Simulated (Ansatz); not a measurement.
# What a change does: geometry relaxation on Si

System: Si (6 atoms in the cell).
Method of the first run: DFT, PBE, dispersion d4, plane waves, PAW, no spin polarisation (Ansatz 0.2.0).

The structure was made by a generator, so it may or may not be a known phase. Text and figures count atoms from 1; the logs count them from 0 in places.

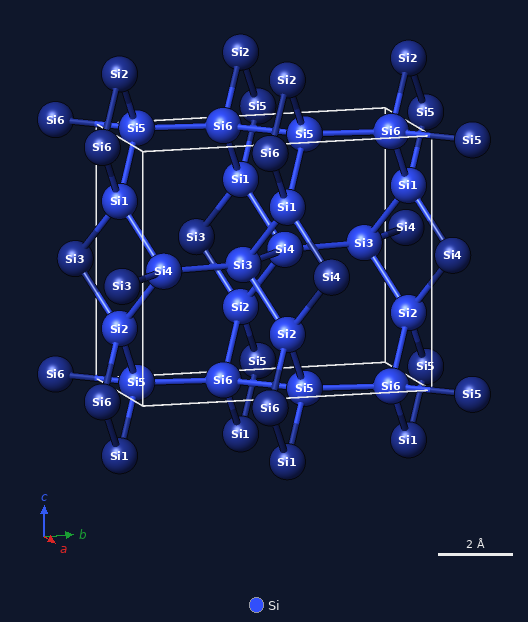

**Figure 1.** The structure as given in the input (ball-and-stick view of the cell 2 times as large as that of the calculation, set on its symmetry axes, seen slightly off an axis; neighbours outside the cell are drawn fainter; atoms are numbered from 1 in the order of the input). Near neighbours in the crystal (not all of them lie inside the picture): Si has 4 Si at 2.35 to 2.56 Å.

The input, the first run:
```yaml
crystal:
  lattice:
    - [2.1994999522, -4.1361140523, 0.0]
    - [2.1994999522, 4.1361140523, 0.0]
    - [0.0, 0.0, 7.0856005715]
  atoms:
    - { symbol: Si, position: [0.5, 0.5, 0.75] }
    - { symbol: Si, position: [0.5, 0.5, 0.25] }
    - { symbol: Si, position: [0.3175039693, 0.1049958351, 0.5] }
    - { symbol: Si, position: [0.6824960307, 0.8950041649, 0.5] }
    - { symbol: Si, position: [0.1049958351, 0.3175039693, 0.0] }
    - { symbol: Si, position: [0.8950041649, 0.6824960307, 0.0] }
basis:
  ecutwfc: 420
kpoints:
  mp_grid: { grid: [10, 10, 6] }
hamiltonian:
  xc: pbe
  dispersion: d4
scf:
  occupations: { method: gaussian, width: 0.1 }
output:
  forces: true
  eigenvalues: true
  stress: true
relax:
  adjacent_minimum: "off"
  f_tol: 0.01
  max_steps: 80
  cell: { stress_tol: 0.05 }
```

Launched with:
```bash
ansatz run input.yaml --threads 1 --pin off --max-ram 2560MiB --backend cpu --events-out ev --progress --plain --runs-dir out
```

Hardware: 1 thread of Arm Neoverse V1, 24 GiB of memory available, shared host.

Output, shortened to warnings, some set-up lines, iterations and results (the first run):
```
Basis set: ecut = 420 eV, 2489 PW (Γ), exchange–correlation on 64×64×96 points (8 copies of the dense FFT grid, shifted against one another)
Symmetry: 8 space group operations
k-points: 124 of 600
Initial density: superposition of atomic densities (neutral atoms: chi_scale 0, normalization atom), corrected by the library's trained network
[...]
SCF iter   1: F=—  HF=-3814.205838 eV  |F-HF|=—  |Δ(HF+E_count)|=         —  Δρ=2.13e-3  dr2=5.89e-3  ethr=1.77e-3  ⟨swp⟩=6.8  Hψ=14266  notcnv=0
SCF iter   2: F=—  HF=-3814.206354 eV  |F-HF|=—  |Δ(HF+E_count)|=   5.16e-4  Δρ=1.33e-3  dr2=2.43e-3  ethr=2.45e-5  ⟨swp⟩=2.1  Hψ=3795  notcnv=0
SCF iter   3: F=—  HF=-3814.206283 eV  |F-HF|=—  |Δ(HF+E_count)|=   7.13e-5  Δρ=2.08e-4  dr2=9.98e-5  ethr=1.01e-5  ⟨swp⟩=2.5  Hψ=3509  notcnv=0
SCF iter   4: F=—  HF=-3814.206312 eV  |F-HF|=—  |Δ(HF+E_count)|=   2.96e-5  Δρ=9.96e-5  dr2=2.65e-5  ethr=4.16e-7  ⟨swp⟩=2.2  Hψ=3322  notcnv=0
SCF iter   5: F=—  HF=-3814.206311 eV  |F-HF|=—  |Δ(HF+E_count)|=   1.13e-6  Δρ=1.70e-5  dr2=3.75e-7  ethr=1.11e-7  ⟨swp⟩=2.1  Hψ=3376  notcnv=0
[... 36 lines ...]
SCF iter   3: F=—  HF=-3814.287995 eV  |F-HF|=—  |Δ(HF+E_count)|=   4.84e-7  Δρ=8.49e-7  dr2=7.42e-10  ethr=8.82e-11  ⟨swp⟩=2.0  Hψ=3739  notcnv=0
SCF iter   4: F=—  HF=-3814.287995 eV  |F-HF|=—  |Δ(HF+E_count)|=  7.88e-10  Δρ=4.07e-7  dr2=2.52e-10  ethr=3.09e-12  ⟨swp⟩=2.5  Hψ=3780  notcnv=0
SCF iter   5: F=-3814.287995 eV  HF=-3814.287995 eV  |F-HF|=5.91e-12  |Δ(HF+E_count)|=  1.54e-10  Δρ=1.18e-7  dr2=1.12e-11  ethr=1.00e-12  ⟨swp⟩=3.2  Hψ=9440  notcnv=0
SCF 7 converged in 5 iterations: F = -3814.287995 eV  dr2 = 1.12e-11
relax step   7: F+E_penalty+E_count = -3814.28799543 eV  Δ(F+E_penalty+E_count) = +3.394e-4 eV  max|allowed force component| = 6.266e-3 eV/Å  Δτ_max = 0.0000 Å  P = -0.016 …
basis re-selected at this cell: Δ(F+E_penalty+E_count) = +3.394e-4 eV, ΔP = -0.007 GPa vs the last step (what re-selecting the basis moved, of the pressure what is left beyond the Pulay correction that the steps carried, after the strain that the cell walked since its last selection, with what the …
dispersion: the relaxed geometry stands within reach of a switch of an atom's C6, across which e_disp changes (each atom's share, over what another start of this relaxation can change, counted as every distance, since the cell relaxes too: site 2 (Si), some 0.03 eV, crossed with farther neighbours; …
SCF converged after 5 iterations
Free energy (F): -3814.287995 eV
Harris-Foulkes:  -3814.287995 eV  (|F-HF|=5.91e-12)
Internal energy: -3814.278022 eV  (E = F + TS)
E sigma→0 (E₀):  -3814.283009 eV
Entropy (-TS):   -0.009973 eV (-1.662 meV/atom)
Fermi energy:    6.074560 eV
--- Per-component energies (eV) ---
  E_band       = 24.735636
  E_kinetic    = 240.577862
  E_local      = -186.525856  (includes V_loc(G=0)·N_el)
  E_nonlocal   = 156.336386
  E_hartree    = 53.930279
  E_xc         = -330.682568
  E_vxc        = -279.712201  (∫ρ·V_xc dr)
  E_paw        = -3075.606626  (= ΣΔE_a)
  E_vpaw       = -13.801159  (= ΣTr[D̂ρ^β])
  E_aug_tail   = 0.000037  (compensation charges beyond the density's cutoff)
  E_ewald      = -670.384331
  E_disp       = -1.923206  (pairwise vdW)
  E_smearing   = -0.009973  (= −TS)
  E_closure    = -0.000000  (closes the sum)
  Σ components = -3814.287995   (vs F -3814.287995, Δ=0.00e0)
--- Forces (eV/Å), atoms counted from 1 ---
  atom   1  Si     0.00000000     0.00000000     0.00000000
  atom   2  Si     0.00000000    -0.00000000    -0.00000000
  atom   3  Si    -0.00611551     0.00626576     0.00000000
  atom   4  Si     0.00611551    -0.00626576    -0.00000000
  atom   5  Si    -0.00611551    -0.00626576     0.00000000
[...]
```

For the second run the input was changed thus:
```diff
-  dispersion: d4
+  write_density: true
+  write_potential: true
+  elf: true
+  volumetric_format: npy
```

What does this change do to the results?

The total energies belong to different models, so their difference says nothing on which is more stable or more accurate. The volume per atom goes from 20.33 to 21.29 Å³. The SCF takes 26 iterations over all geometry steps against 32.

Output, shortened to warnings, some set-up lines, iterations and results (the second run):
```
Basis set: ecut = 420 eV, 2489 PW (Γ), exchange–correlation on 64×64×96 points (8 copies of the dense FFT grid, shifted against one another)
Symmetry: 8 space group operations
k-points: 124 of 600
Initial density: superposition of atomic densities (neutral atoms: chi_scale 0, normalization atom), corrected by the library's trained network
[...]
SCF iter   1: F=—  HF=-3812.388449 eV  |F-HF|=—  |Δ(HF+E_count)|=         —  Δρ=2.13e-3  dr2=5.89e-3  ethr=1.77e-3  ⟨swp⟩=6.8  Hψ=14266  notcnv=0
SCF iter   2: F=—  HF=-3812.388966 eV  |F-HF|=—  |Δ(HF+E_count)|=   5.16e-4  Δρ=1.33e-3  dr2=2.43e-3  ethr=2.45e-5  ⟨swp⟩=2.1  Hψ=3795  notcnv=0
SCF iter   3: F=—  HF=-3812.388894 eV  |F-HF|=—  |Δ(HF+E_count)|=   7.13e-5  Δρ=2.08e-4  dr2=9.98e-5  ethr=1.01e-5  ⟨swp⟩=2.5  Hψ=3509  notcnv=0
SCF iter   4: F=—  HF=-3812.388924 eV  |F-HF|=—  |Δ(HF+E_count)|=   2.96e-5  Δρ=9.96e-5  dr2=2.65e-5  ethr=4.16e-7  ⟨swp⟩=2.2  Hψ=3322  notcnv=0
SCF iter   5: F=—  HF=-3812.388923 eV  |F-HF|=—  |Δ(HF+E_count)|=   1.13e-6  Δρ=1.70e-5  dr2=3.75e-7  ethr=1.11e-7  ⟨swp⟩=2.1  Hψ=3376  notcnv=0
[... 28 lines ...]
SCF iter   3: F=—  HF=-3812.408401 eV  |F-HF|=—  |Δ(HF+E_count)|=   2.72e-7  Δρ=1.32e-6  dr2=2.41e-9  ethr=1.06e-10  ⟨swp⟩=2.0  Hψ=3731  notcnv=0
SCF iter   4: F=—  HF=-3812.408401 eV  |F-HF|=—  |Δ(HF+E_count)|=   1.70e-9  Δρ=5.43e-7  dr2=3.46e-10  ethr=1.00e-11  ⟨swp⟩=2.6  Hψ=3716  notcnv=0
SCF iter   5: F=-3812.408401 eV  HF=-3812.408401 eV  |F-HF|=9.09e-12  |Δ(HF+E_count)|=  7.03e-10  Δρ=1.13e-7  dr2=1.70e-11  ethr=1.00e-12  ⟨swp⟩=6.9  Hψ=11524  notcnv=0
SCF 6 converged in 5 iterations: F = -3812.408401 eV  dr2 = 1.70e-11
relax step   6: F+E_penalty+E_count = -3812.40840145 eV  Δ(F+E_penalty+E_count) = -3.493e-5 eV  max|allowed force component| = 6.214e-3 eV/Å  Δτ_max = 0.0000 Å  P = -0.001 …
basis re-selected at this cell: Δ(F+E_penalty+E_count) = -3.493e-5 eV, ΔP = -0.000 GPa vs the last step (what re-selecting the basis moved, of the pressure what is left beyond the Pulay correction that the steps carried, after the strain that the cell walked since its last selection, with what the …
SCF converged after 5 iterations
Free energy (F): -3812.408401 eV
Harris-Foulkes:  -3812.408401 eV  (|F-HF|=9.09e-12)
Internal energy: -3812.396391 eV  (E = F + TS)
E sigma→0 (E₀):  -3812.402396 eV
Entropy (-TS):   -0.012010 eV (-2.002 meV/atom)
Fermi energy:    5.677500 eV
--- Per-component energies (eV) ---
  E_band       = 15.771595
  E_kinetic    = 237.628770
  E_local      = -201.467325  (includes V_loc(G=0)·N_el)
  E_nonlocal   = 155.461103
  E_hartree    = 57.799640
  E_xc         = -329.279347
  E_vxc        = -277.848749  (∫ρ·V_xc dr)
  E_paw        = -3075.357375  (= ΣΔE_a)
  E_vpaw       = -13.601497  (= ΣTr[D̂ρ^β])
  E_aug_tail   = 0.000039  (compensation charges beyond the density's cutoff)
  E_ewald      = -657.181897
  E_smearing   = -0.012010  (= −TS)
  E_closure    = -0.000000  (closes the sum)
  Σ components = -3812.408401   (vs F -3812.408401, Δ=0.00e0)
--- Forces (eV/Å), atoms counted from 1 ---
  atom   1  Si     0.00000000     0.00000000     0.00000000
  atom   2  Si     0.00000000    -0.00000000    -0.00000000
  atom   3  Si    -0.00163204     0.00621351    -0.00000000
  atom   4  Si     0.00163204    -0.00621351     0.00000000
  atom   5  Si    -0.00163204    -0.00621351     0.00000000
  atom   6  Si     0.00163204     0.00621351    -0.00000000
  max |Σ_I F_I| component: 6.94e-18 eV/Å
--- Stress (GPa, compression-positive) ---
       -0.017263       0.000000      -0.000000
        0.000000       0.028016       0.000000
       -0.000000       0.000000      -0.014442
  P = ⅓ Tr σ = -0.0012 GPa (-0.012 kbar)
--- Relaxed structure (5 steps of the walk, 5 accepted, 1 SCFs on fresh bases) ---
  F+E_penalty+E_count = -3812.40840145 eV   max|allowed force component| = 6.214e-3 eV/Å   (the final SCF, on the basis selected at the relaxed cell)
  cell:  # Å, volume = 127.7586 Å³
    - [2.13663564783468, -4.219557778309124, 0.0]
    - [2.13663564783468, 4.219557778309124, 0.0]
    - [0.0, 0.0, 7.085372004560525]
  atoms:
    - { symbol: Si, position: [0.5, 0.5, 0.7500000000000001] }
[...]
```

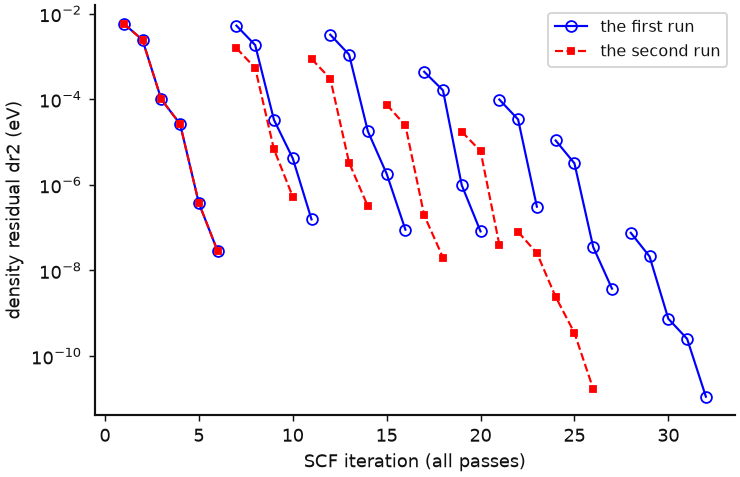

**Figure 2.** Convergence of the two runs: density residual dr2 against the SCF iteration. A break in a curve parts two SCF passes. The first run takes 32 iterations in all, and the second run takes 26.

The two runs side by side:

```tsv
quantity	the first run	the second run
outcome	converged	converged
free energy per atom (eV)	−635.7147	−635.4014
energy per atom, smearing taken to zero (eV)	−635.7138	−635.4004
gap on the mesh (eV)	0.00	0.00
pressure (GPa)	−0.02	0.00
volume per atom (Å³)	20.33	21.29
largest force (eV/Å)	0.009	0.006
SCF iterations	32	26
irreducible k-points	124	124
wall time (shared host)	2 min	1.9 min
```
